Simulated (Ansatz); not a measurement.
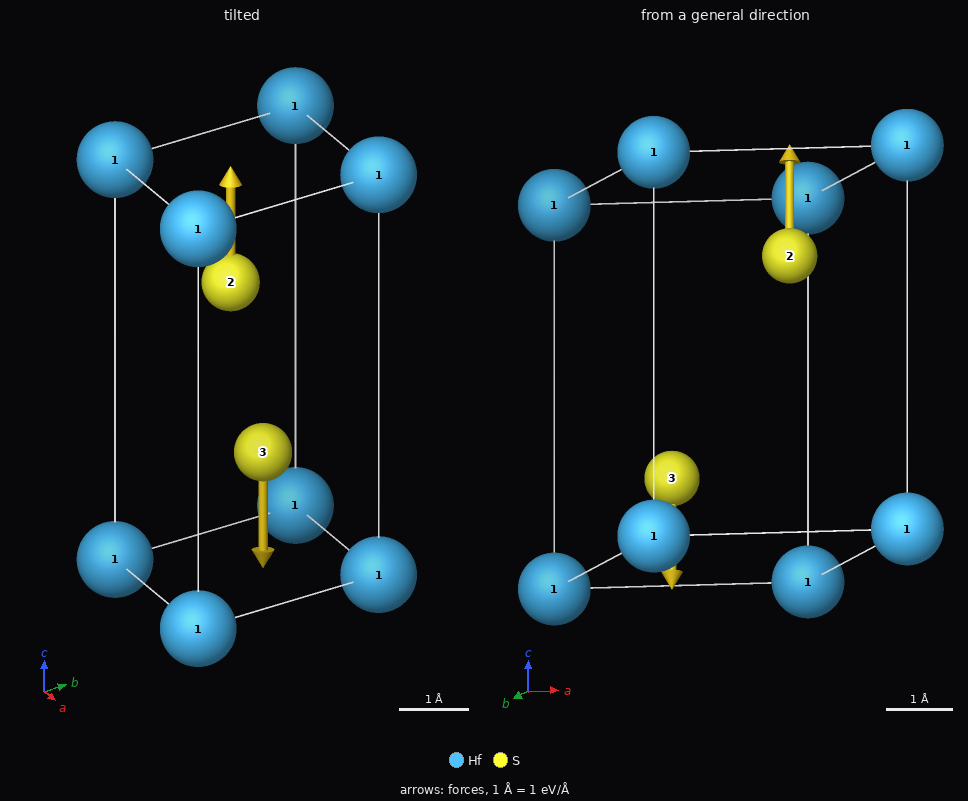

Crystal structure, spheres-only style, seen slightly off an axis and from a general direction. The edges of the simulation cell are marked. The arrows are the computed forces on the atoms.

System: HfS2. Calculation details: DFT LDA, scalar-relativistic, plane waves, PAW (Ansatz); a basis cut at 420 eV, the zone sampled with 9×9×6 points, Gaussian smearing of 0.05 eV, no spin polarisation.

Question: Would an optimiser stop at this geometry?

Answer: No. The atoms still feel forces of up to about 1.4 eV/Å, far above a usual threshold of 0.01 to 0.03 eV/Å.

Question: On which atom is the force largest?

Answer: S2 and S3, about 1.4 eV/Å.

Origin of the cell: a structure listed in the Materials Project. The cell was then strained or its atoms displaced on purpose. Ansatz was used for an electronic-structure calculation on it.
